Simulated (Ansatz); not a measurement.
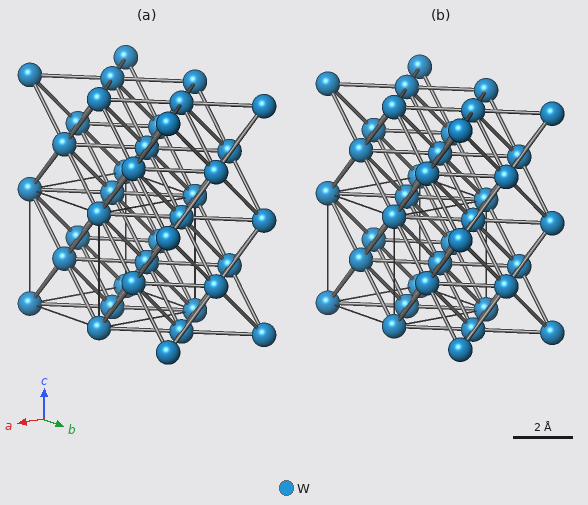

Left: crystalline W (set up in Fm-3m). Right: the same structure after one change, at the same scale. Style: ball-and-stick. Shown: the conventional cell (4 times the calculation's cell), repeated 1 × 2 × 2 with one cell outlined, from a free direction. Lengths and directions refer to the drawn axes.

Method: DFT PBE, scalar-relativistic, plane waves, PAW (Ansatz). (plane-wave cutoff 420 eV; k-point mesh 18 × 18 × 18; occupations gaussian; smearing width 0.1 eV; no spin polarisation)

**What was changed?**

All lengths are scaled by −4.2 % (volume −12.0 %), the atoms keeping their fractional coordinates. No relaxation follows.

**What does the change do?**

It costs 258 meV per atom. Pressure: 0.0 GPa before, 46.7 GPa after. All forces vanish by symmetry. Among the bonded contacts that change: W–W 2.855 → 2.736 Å. The space group stays Fm-3m (No. 225).
